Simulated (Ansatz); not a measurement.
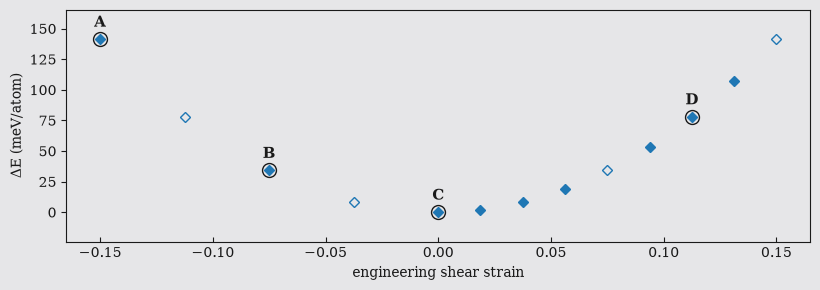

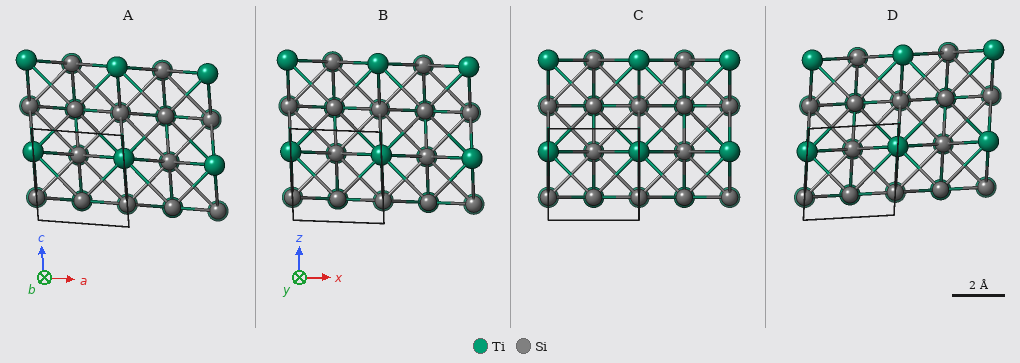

Energy scan for a crystal of TiSi2 (Cmcm), in which the cell is strained in shear in the xz plane, with the atoms kept at their fractional coordinates. x, y and z are the Cartesian axes of the input. The lettered frames are marked on the plot. Hollow markers are points alike by symmetry, not computed again. The picture is a ball-and-stick view of the conventional cell (2 times the calculation's cell), repeated 2 × 1 × 2 with one cell outlined, seen along the b axis. Lengths and directions refer to the drawn axes.

Computed with Ansatz 0.2.0, DFT PBE, scalar-relativistic, plane waves, PAW. Settings: plane-wave cutoff 420 eV; k-point mesh 14 × 14 × 14; occupations gaussian; smearing width 0.15 eV; no spin polarisation. Energies (free energies at the smearing named) are counted from the relaxed crystal.

> Read off the main features of the energy profile.

Of the computed points the lowest is at the strain 0.00, 0.0 meV/atom. At the ends of the scan the energy is 141.4 meV/atom (−0.15) and 141.4 meV/atom (0.15). The distortion takes the space group from Cmcm to C2/c. At the strain −0.15 the cell of the drawing goes a 3.548 → 3.558 Å, c 3.579 → 3.589 Å, β 90.0° → 98.6°.

The computed points:

```
engineering shear strain  ΔE (meV/atom)
                 −0.1500          141.4
                 −0.1125           78.0
                 −0.0750           34.2
                 −0.0375            8.5
                  0.0000            0.0
                  0.0187            2.1
                  0.0375            8.5
                  0.0562           19.1
                  0.0750           34.2
                  0.0937           53.7
                  0.1125           78.0
                  0.1312          107.0
                  0.1500          141.4
```

Points that are alike by symmetry were computed once.
